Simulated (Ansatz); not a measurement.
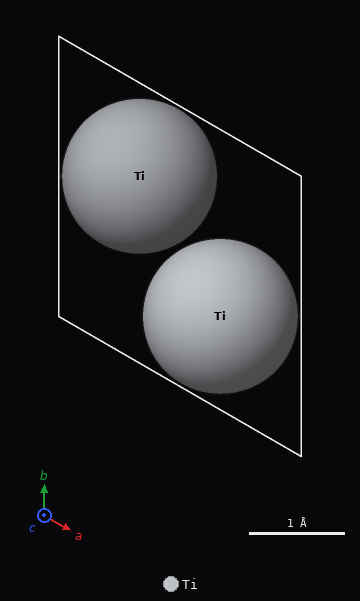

Fig. 1: The starting structure (spheres-only view of the cell of the calculation, along the c axis). An atom can appear more than once, as a periodic image.

## Run report: Ti, geometry relaxation (part 1 of 2)

Ti (P6₃/mmc, 2 atoms in the cell), computed with DFT PBEsol, scalar-relativistic, plane waves, PAW, no spin polarisation (Ansatz 0.2.0).

The structure derives from an entry of the Crystallography Open Database.

**Input**
```yaml
crystal:
  lattice:
    - [2.9499978604, 0.0, 0.0]
    - [-1.4749989302, 2.5547730882, 0.0]
    - [0.0, 0.0, 4.686]
  atoms:
    - { symbol: Ti, position: [0.3333333333, 0.6666666667, 0.25] }
    - { symbol: Ti, position: [0.6666666667, 0.3333333333, 0.75] }
basis:
  ecutwfc: 420
kpoints:
  mp_grid: { grid: [18, 18, 10] }
hamiltonian:
  xc: pbesol
scf:
  occupations: { method: gaussian, width: 0.1 }
output:
  forces: true
  stress: true
  eigenvalues: true
  write_density: true
  write_potential: true
  elf: true
  volumetric_format: npy
relax:
  adjacent_minimum: "off"
  f_tol: 0.005
  max_steps: 80
  cell: { stress_tol: 0.05 }
```

Hardware: 2 threads of Intel Xeon @ 2.50GHz (Skylake/Cascade Lake), 32 GiB of memory available, shared host.

Launch command:
```bash
ansatz run input.yaml --threads 2 --pin off --max-ram 5120MiB --backend cpu --events-out ev --progress --plain --runs-dir out
```

**What the program printed**
```
Engine: ansatz 0.2.0, x86_64-unknown-linux-gnu
Pseudopotentials: kind: paw
Pseudopotential: Ti, paw, valence charge 12, recommended cutoff 420 eV (normal), Ti.paw.azcp
Functional definition: PBEsol
  exchange = pbesol_x
  correlation = pbesol_c
Crystal: 2 atoms, lattice volume = 35.316 Å³
Basis set: ecut = 420 eV, 687 PW (Γ), exchange–correlation on 40×40×64 points (8 copies of the dense FFT grid, shifted against one another)
Bands: 16, of which v1, the nominal top of the filled ones, is band 12 counted from 1 (11 counted from 0)
Symmetry: 24 space group operations
Space group: P63/mmc (ITA 194), of the structure as read, at distance tolerance 3.3e-5 Å
k-points: 222 of 3240
Non-local potential: Ti, projectors of the file, l = 0: 3, l = 1: 2, l = 2: 3, l = 3: 1
PAW form: soft (Blöchl's): semilocal exchange-correlation on the pseudo side does not see the compensation charge
PAW frozen core: Ti, regenerated for the run's functional, and the local potential with it (the file was generated under x = pbe(κ = 0.804, μ = 0.2195149727645171), c = pbe(β = 0.06672455060314922))
PAW one-centre angular grid: Ti, 590 points (default); XC on 64 Gauss nodes
Initial density: superposition of atomic densities (neutral atoms: chi_scale 0, normalization atom), corrected by the library's trained network
Initial wavefunctions: pseudopotential atomic-orbital guess
Functional: x = pbesol(κ = 0.804, μ = 0.12345679012345678), c = pbesol(β = 0.046)
SCF iter   1: F=—  HF=-4947.768470 eV  |F-HF|=—  |Δ(HF+E_count)|=         —  Δρ=8.26e-3  dr2=1.83e-2  ethr=1.77e-3  ⟨swp⟩=3.6  Hψ=14290  notcnv=0
preconditioner: auto → none  [metal: Δε(μ)=0.008 eV  Ē_g=2.822 eV  σ=0.100 eV  W_gap=0.04  n_scr=8 (ndim 8)  ℏωp=17.7 eV  f_vac=0.000  D(μ)=1.89/eV (n_scr^D=22)  sad-step TF]
SCF iter   2: F=—  HF=-4947.763149 eV  |F-HF|=—  |Δ(HF+E_count)|=   5.32e-3  Δρ=3.59e-3  dr2=3.59e-3  ethr=7.62e-5  ⟨swp⟩=2.2  Hψ=6446  notcnv=0  defer=10
SCF iter   3: F=—  HF=-4947.762188 eV  |F-HF|=—  |Δ(HF+E_count)|=   9.61e-4  Δρ=3.39e-4  dr2=1.21e-5  ethr=1.49e-5  ⟨swp⟩=3.0  Hψ=6411  notcnv=0  defer=10
SCF iter   4: F=—  HF=-4947.762186 eV  |F-HF|=—  |Δ(HF+E_count)|=   1.46e-6  Δρ=3.98e-5  dr2=1.62e-7  ethr=5.06e-8  ⟨swp⟩=2.0  Hψ=5885  notcnv=0  defer=10
iter 5 did not close the SCF: its close was put off for the readings that it lacked (scf_convergence_deferred on its scf_iter line)
SCF iter   5: F=-4947.762187 eV  HF=-4947.762187 eV  |F-HF|=2.34e-9  |Δ(HF+E_count)|=   2.61e-7  Δρ=3.73e-6  dr2=3.43e-9  ethr=6.75e-10  ⟨swp⟩=2.0  Hψ=4431  notcnv=0  defer=10
SCF iter   6: F=-4947.762187 eV  HF=-4947.762187 eV  |F-HF|=8.64e-11  |Δ(HF+E_count)|=   1.06e-9  Δρ=7.14e-7  dr2=1.09e-10  ethr=1.43e-11  ⟨swp⟩=3.5  Hψ=16691  notcnv=0
SCF 1 converged in 6 iterations: F = -4947.762187 eV  dr2 = 1.09e-10
  greatest PAW one-centre occupation: 0.999 electrons in one spin orbital (limit 2), on the Ti atom at site 1 (counted from 0), in its partial waves of l = 0
relax step   1: F+E_penalty+E_count = -4947.76218655 eV  Δ(F+E_penalty+E_count) = +0.000e0 eV  max|allowed force component| = 1.850e-16 eV/Å  Δτ_max = 0.0000 Å  P = -5.906 GPa  Ω = 35.316 Å³  (6 SCF iters, dr2 threshold 1.00e-7 eV, accepted)
Crystal: 2 atoms, lattice volume = 31.187 Å³
Basis set: ecut = 420 eV, 615 PW (Γ), exchange–correlation on 40×40×64 points (8 copies of the dense FFT grid, shifted against one another)
Initial density: handed on by an earlier stage of this run
Initial wavefunctions: those handed on with the density
iter 1 solved again at ethr=2.74e-5 eV; its pass at ethr=3.10e-3 eV (dr2=6.59e-3 eV) is discarded
SCF iter   1: F=—  HF=-4947.734953 eV  |F-HF|=—  |Δ(HF+E_count)|=         —  Δρ=4.75e-3  dr2=6.79e-3  ethr=2.74e-5  ⟨swp⟩=1.0  Hψ=23616  notcnv=0
preconditioner: auto → none  [metal: Δε(μ)=0.011 eV  Ē_g=3.118 eV  σ=0.100 eV  W_gap=0.06  n_scr=8 (ndim 8)  ℏωp=18.8 eV  f_vac=0.000  D(μ)=1.74/eV (n_scr^D=22)]
SCF iter   2: F=—  HF=-4947.734492 eV  |F-HF|=—  |Δ(HF+E_count)|=   4.60e-4  Δρ=1.60e-3  dr2=3.36e-4  ethr=2.74e-5  ⟨swp⟩=2.3  Hψ=5010  notcnv=0
SCF iter   3: F=—  HF=-4947.735019 eV  |F-HF|=—  |Δ(HF+E_count)|=   5.26e-4  Δρ=4.68e-4  dr2=2.64e-5  ethr=1.40e-6  ⟨swp⟩=2.1  Hψ=4416  notcnv=0
SCF iter   4: F=—  HF=-4947.735077 eV  |F-HF|=—  |Δ(HF+E_count)|=   5.87e-5  Δρ=4.89e-5  dr2=6.38e-7  ethr=1.10e-7  ⟨swp⟩=2.7  Hψ=5584  notcnv=0
iter 5 did not close the SCF: its close was put off for the readings that it lacked (scf_convergence_deferred on its scf_iter line)
SCF iter   5: F=-4947.735077 eV  HF=-4947.735077 eV  |F-HF|=5.07e-9  |Δ(HF+E_count)|=   2.57e-8  Δρ=5.94e-6  dr2=6.63e-9  ethr=2.66e-9  ⟨swp⟩=2.0  Hψ=4322  notcnv=0
SCF iter   6: F=-4947.735077 eV  HF=-4947.735077 eV  |F-HF|=1.55e-11  |Δ(HF+E_count)|=   2.51e-9  Δρ=5.31e-7  dr2=2.03e-11  ethr=2.76e-11  ⟨swp⟩=3.7  Hψ=16625  notcnv=0
SCF 2 converged in 6 iterations: F = -4947.735077 eV  dr2 = 2.03e-11
relax step   2: F+E_penalty+E_count = -4947.73507742 eV  Δ(F+E_penalty+E_count) = +2.711e-2 eV  max|allowed force component| = 1.758e-16 eV/Å  Δτ_max = 0.0000 Å  P = +9.448 GPa  Ω = 31.187 Å³  energy of the carried Pulay correction = +2.482e-4 eV  (6 SCF iters, dr2 threshold 2.00e-7 eV, rejected (line search))
Crystal: 2 atoms, lattice volume = 33.607 Å³
Basis set: ecut = 420 eV, 639 PW (Γ), exchange–correlation on 40×40×64 points (8 copies of the dense FFT grid, shifted against one another)
iter 1 solved again at ethr=1.01e-5 eV; its pass at ethr=3.10e-3 eV (dr2=2.42e-3 eV) is discarded
SCF iter   1: F=—  HF=-4947.797864 eV  |F-HF|=—  |Δ(HF+E_count)|=         —  Δρ=2.73e-3  dr2=2.50e-3  ethr=1.01e-5  ⟨swp⟩=1.0  Hψ=23556  notcnv=0
preconditioner: auto → none  [metal: Δε(μ)=0.022 eV  Ē_g=2.893 eV  σ=0.100 eV  W_gap=0.12  n_scr=8 (ndim 8)  ℏωp=18.1 eV  f_vac=0.000  D(μ)=1.86/eV (n_scr^D=22)]
SCF iter   2: F=—  HF=-4947.797810 eV  |F-HF|=—  |Δ(HF+E_count)|=   5.47e-5  Δρ=9.88e-4  dr2=1.36e-4  ethr=1.01e-5  ⟨swp⟩=2.1  Hψ=4660  notcnv=0
SCF iter   3: F=—  HF=-4947.798023 eV  |F-HF|=—  |Δ(HF+E_count)|=   2.13e-4  Δρ=3.02e-4  dr2=1.25e-5  ethr=5.69e-7  ⟨swp⟩=2.3  Hψ=4718  notcnv=0
SCF iter   4: F=—  HF=-4947.798037 eV  |F-HF|=—  |Δ(HF+E_count)|=   1.44e-5  Δρ=3.05e-5  dr2=2.82e-7  ethr=5.19e-8  ⟨swp⟩=2.4  Hψ=5020  notcnv=0
SCF iter   5: F=—  HF=-4947.798036 eV  |F-HF|=—  |Δ(HF+E_count)|=   1.33e-6  Δρ=4.25e-6  dr2=3.69e-9  ethr=1.18e-9  ⟨swp⟩=2.0  Hψ=4333  notcnv=0
SCF iter   6: F=-4947.798036 eV  HF=-4947.798036 eV  |F-HF|=7.28e-12  |Δ(HF+E_count)|=   1.41e-9  Δρ=3.74e-7  dr2=1.08e-11  ethr=1.00e-12  ⟨swp⟩=3.6  Hψ=16650  notcnv=0
SCF 3 converged in 6 iterations: F = -4947.798036 eV  dr2 = 1.08e-11
relax step   3: F+E_penalty+E_count = -4947.79803582 eV  Δ(F+E_penalty+E_count) = -3.585e-2 eV  max|allowed force component| = 1.203e-16 eV/Å  Δτ_max = 0.0000 Å  P = -0.564 GPa  Ω = 33.607 Å³  energy of the carried Pulay correction = +9.924e-5 eV  (6 SCF iters, accepted)
Crystal: 2 atoms, lattice volume = 33.436 Å³
Basis set: ecut = 420 eV, 627 PW (Γ), exchange–correlation on 40×40×64 points (8 copies of the dense FFT grid, shifted against one another)
iter 1 solved again at ethr=4.11e-8 eV; its pass at ethr=3.10e-3 eV (dr2=9.86e-6 eV) is discarded
SCF iter   1: F=—  HF=-4947.798379 eV  |F-HF|=—  |Δ(HF+E_count)|=         —  Δρ=2.12e-4  dr2=1.53e-5  ethr=4.11e-8  ⟨swp⟩=2.1  Hψ=23416  notcnv=0
preconditioner: auto → none  [metal: Δε(μ)=0.018 eV  Ē_g=2.922 eV  σ=0.100 eV  W_gap=0.10  n_scr=8 (ndim 8)  ℏωp=18.2 eV  f_vac=0.000  D(μ)=1.82/eV (n_scr^D=22)]
SCF iter   2: F=—  HF=-4947.798349 eV  |F-HF|=—  |Δ(HF+E_count)|=   2.95e-5  Δρ=7.18e-5  dr2=7.45e-7  ethr=4.11e-8  ⟨swp⟩=3.0  Hψ=6528  notcnv=0
iter 3 did not close the SCF: its close was put off for the readings that it lacked (scf_convergence_deferred on its scf_iter line)
SCF iter   3: F=-4947.798350 eV  HF=-4947.798350 eV  |F-HF|=1.71e-7  |Δ(HF+E_count)|=   7.71e-7  Δρ=2.31e-5  dr2=7.67e-8  ethr=3.10e-9  ⟨swp⟩=2.4  Hψ=4835  notcnv=0
iter 4 did not close the SCF: its close was put off for the readings that it lacked (scf_convergence_deferred on its scf_iter line)
SCF iter   4: F=-4947.798350 eV  HF=-4947.798350 eV  |F-HF|=1.28e-10  |Δ(HF+E_count)|=   1.85e-7  Δρ=2.43e-6  dr2=1.78e-9  ethr=3.20e-10  ⟨swp⟩=2.1  Hψ=4636  notcnv=0
iter 5 did not close the SCF: its close was put off for the readings that it lacked (scf_convergence_deferred on its scf_iter line)
SCF iter   5: F=-4947.798350 eV  HF=-4947.798350 eV  |F-HF|=9.09e-13  |Δ(HF+E_count)|=  2.00e-10  Δρ=1.06e-7  dr2=1.87e-12  ethr=7.42e-12  ⟨swp⟩=2.0  Hψ=4354  notcnv=0
SCF iter   6: F=-4947.798350 eV  HF=-4947.798350 eV  |F-HF|=9.09e-13  |Δ(HF+E_count)|=  9.09e-13  Δρ=2.20e-8  dr2=6.73e-14  ethr=1.00e-12  ⟨swp⟩=3.1  Hψ=13456  notcnv=0
SCF 4 converged in 6 iterations: F = -4947.798350 eV  dr2 = 6.73e-14
relax step   4: F+E_penalty+E_count = -4947.79835020 eV  Δ(F+E_penalty+E_count) = -3.144e-4 eV  max|allowed force component| = 1.110e-16 eV/Å  Δτ_max = 0.0000 Å  P = +0.045 GPa  Ω = 33.436 Å³  energy of the carried Pulay correction = +1.095e-4 eV  (6 SCF iters, dr2 threshold 2.00e-7 eV, accepted)
Crystal: 2 atoms, lattice volume = 33.447 Å³
iter 1 solved again at ethr=1.67e-10 eV; its pass at ethr=3.10e-3 eV (dr2=4.01e-8 eV) is discarded
SCF iter   1: F=—  HF=-4947.798382 eV  |F-HF|=—  |Δ(HF+E_count)|=         —  Δρ=1.83e-5  dr2=7.61e-8  ethr=1.67e-10  ⟨swp⟩=3.0  Hψ=23874  notcnv=0
preconditioner: auto → none  [metal: Δε(μ)=0.017 eV  Ē_g=2.920 eV  σ=0.100 eV  W_gap=0.10  n_scr=8 (ndim 8)  ℏωp=18.2 eV  f_vac=0.000  D(μ)=1.82/eV (n_scr^D=22)]
iter 2 did not close the SCF: its close was put off for the readings that it lacked (scf_convergence_deferred on its scf_iter line)
SCF iter   2: F=-4947.798354 eV  HF=-4947.798354 eV  |F-HF|=5.13e-9  |Δ(HF+E_count)|=   2.77e-5  Δρ=7.83e-6  dr2=6.04e-9  ethr=1.67e-10  ⟨swp⟩=3.0  Hψ=6484  notcnv=0
iter 3 did not close the SCF: its close was put off for the readings that it lacked (scf_convergence_deferred on its scf_iter line)
SCF iter   3: F=-4947.798354 eV  HF=-4947.798354 eV  |F-HF|=6.19e-10  |Δ(HF+E_count)|=   4.98e-9  Δρ=2.29e-6  dr2=4.60e-10  ethr=2.52e-11  ⟨swp⟩=2.5  Hψ=5181  notcnv=0
iter 4 did not close the SCF: its close was put off for the readings that it lacked (scf_convergence_deferred on its scf_iter line)
SCF iter   4: F=-4947.798354 eV  HF=-4947.798354 eV  |F-HF|=0.00e0  |Δ(HF+E_count)|=  7.18e-10  Δρ=2.35e-7  dr2=1.17e-11  ethr=1.92e-12  ⟨swp⟩=2.0  Hψ=4420  notcnv=0
iter 5 did not close the SCF: its close was put off for the readings that it lacked (scf_convergence_deferred on its scf_iter line)
SCF iter   5: F=-4947.798354 eV  HF=-4947.798354 eV  |F-HF|=0.00e0  |Δ(HF+E_count)|=  1.82e-12  Δρ=3.15e-8  dr2=2.81e-13  ethr=1.00e-12  ⟨swp⟩=1.0  Hψ=3552  notcnv=0
SCF iter   6: F=-4947.798354 eV  HF=-4947.798354 eV  |F-HF|=0.00e0  |Δ(HF+E_count)|=    0.00e0  Δρ=2.27e-9  dr2=8.38e-16  ethr=1.00e-12  ⟨swp⟩=2.9  Hψ=11311  notcnv=0
SCF 5 converged in 6 iterations: F = -4947.798354 eV  dr2 = 8.38e-16
relax step   5: F+E_penalty+E_count = -4947.79835383 eV  Δ(F+E_penalty+E_count) = -3.630e-6 eV  max|allowed force component| = 3.423e-16 eV/Å  Δτ_max = 0.0000 Å  P = +0.005 GPa  Ω = 33.447 Å³  energy of the carried Pulay correction = +1.088e-4 eV  (6 SCF iters, accepted)
Initial wavefunctions: pseudopotential atomic-orbital guess (no wavefunctions were taken with the density)
iter 1 solved again at ethr=8.30e-10 eV; its pass at ethr=3.10e-3 eV (dr2=1.99e-7 eV) is discarded
SCF iter   1: F=—  HF=-4947.798270 eV  |F-HF|=—  |Δ(HF+E_count)|=         —  Δρ=3.44e-5  dr2=5.23e-8  ethr=8.30e-10  ⟨swp⟩=3.0  Hψ=24858  notcnv=0
SCF iter   2: F=—  HF=-4947.798242 eV  |F-HF|=—  |Δ(HF+E_count)|=   2.77e-5  Δρ=1.68e-5  dr2=1.19e-8  ethr=2.18e-10  ⟨swp⟩=2.3  Hψ=6115  notcnv=0
SCF iter   3: F=—  HF=-4947.798242 eV  |F-HF|=—  |Δ(HF+E_count)|=   7.86e-9  Δρ=2.37e-6  dr2=8.84e-10  ethr=4.97e-11  ⟨swp⟩=2.1  Hψ=4458  notcnv=0
SCF iter   4: F=—  HF=-4947.798242 eV  |F-HF|=—  |Δ(HF+E_count)|=  2.00e-11  Δρ=5.51e-7  dr2=2.93e-11  ethr=3.68e-12  ⟨swp⟩=2.7  Hψ=6161  notcnv=0
iter 5 did not close the SCF: its close was put off for the readings that it lacked (scf_convergence_deferred on its scf_iter line)
SCF iter   5: F=-4947.798242 eV  HF=-4947.798242 eV  |F-HF|=9.09e-13  |Δ(HF+E_count)|=  1.55e-11  Δρ=2.97e-8  dr2=1.88e-13  ethr=1.00e-12  ⟨swp⟩=1.0  Hψ=3552  notcnv=0
SCF iter   6: F=-4947.798242 eV  HF=-4947.798242 eV  |F-HF|=1.82e-12  |Δ(HF+E_count)|=    0.00e0  Δρ=7.43e-9  dr2=5.38e-15  ethr=1.00e-12  ⟨swp⟩=2.1  Hψ=10726  notcnv=0
SCF 6 converged in 6 iterations: F = -4947.798242 eV  dr2 = 5.38e-15
relax step   6: F+E_penalty+E_count = -4947.79824224 eV  Δ(F+E_penalty+E_count) = +1.116e-4 eV  max|allowed force component| = 3.978e-16 eV/Å  Δτ_max = 0.0000 Å  P = +0.008 GPa  Ω = 33.447 Å³  stress off target by 1.82e-2 GPa  SCF on the basis re-selected at this cell (its energy is not comparable with the rows above)  (6 SCF iters)
```

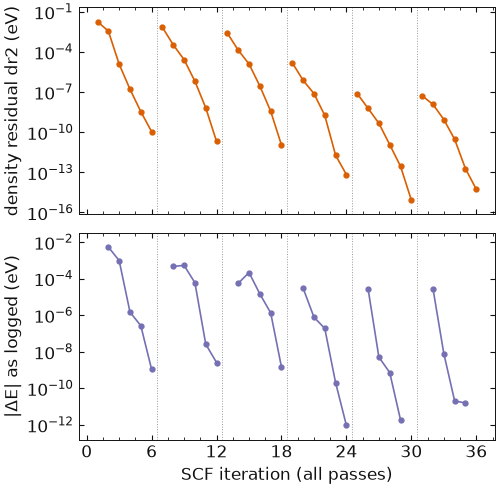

Fig. 2: Convergence of the self-consistent field: density residual dr2 and size of the energy change against the SCF iteration. The dotted lines part the SCF passes of the relaxation: geometry steps, rejected trials and re-solves on a re-selected basis. The 6 passes take 6 iterations each, 36 in all.
